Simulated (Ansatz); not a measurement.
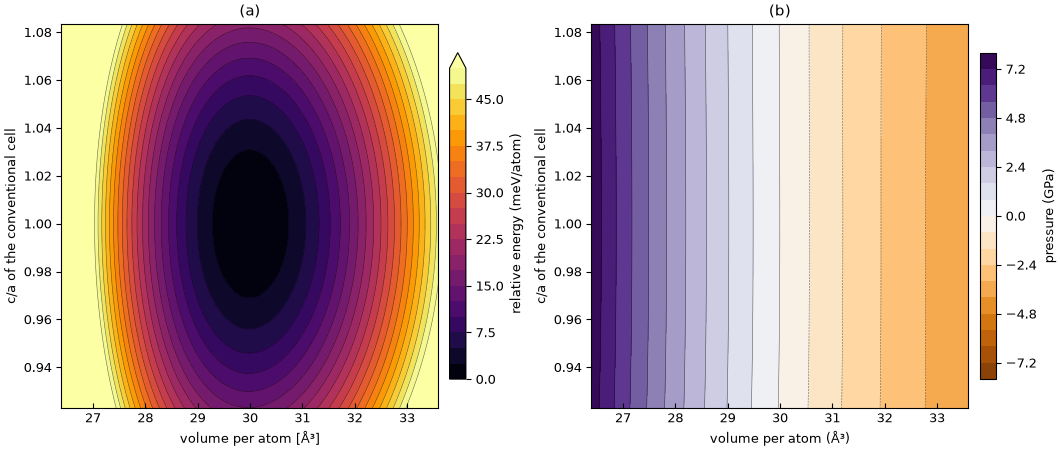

GaSb (F-43m, No. 216; 2 atoms in the cell). The energy is mapped over volume and the cell's shape. Coordinates scanned: (1) volume per atom; (2) c/a of the conventional cell. Nothing is relaxed (symmetry fixes all fractional coordinates). The scan uses a 7 × 7 grid. Points are written as (first, second). Energies: meV/atom, counted from the lowest grid point. The lowest point has no gap; 22 points of the grid have one on the k-mesh. The calculation used DFT PBE, scalar-relativistic, plane waves, PAW in Ansatz 0.2.0. Settings: cutoff 420 eV, k-mesh 14×14×14, gaussian smearing 0.15 eV, no spin polarisation.

Panel (a) is the energy and panel (b) the computed pressure on the same grid.

In the figure: filled contours, one colour for all values above the top of the scale. Between grid points the surface is interpolated.

**How does the pressure vary over the map, and what is it at the lowest grid point?**

It runs from −3.8 GPa at (33.6 Å³, 0.923) to 7.8 GPa at (26.4 Å³, 1.000). At the lowest grid point, (30.0 Å³, 1.000), it is 0.0 GPa. The pressure is minus the slope of the energy with volume, so it vanishes at the true minimum, which need not be a grid point.

```
c/a of the conventional cell ↓, volume per atom →  26.4  27.6  28.8  30.0  31.2  32.4  33.6
                                            1.083   7.7   4.5   2.0   0.0  −1.6  −2.8  −3.8
                                            1.055   7.7   4.5   2.0   0.0  −1.6  −2.9  −3.8
                                            1.027   7.7   4.5   2.0   0.0  −1.6  −2.9  −3.8
                                            1.000   7.8   4.5   2.0   0.0  −1.6  −2.9  −3.8
                                            0.974   7.7   4.5   2.0   0.0  −1.6  −2.9  −3.8
                                            0.948   7.7   4.5   2.0   0.0  −1.6  −2.9  −3.8
                                            0.923   7.6   4.5   1.9   0.0  −1.6  −2.9  −3.8
```

PAW datasets: the set soft_1.
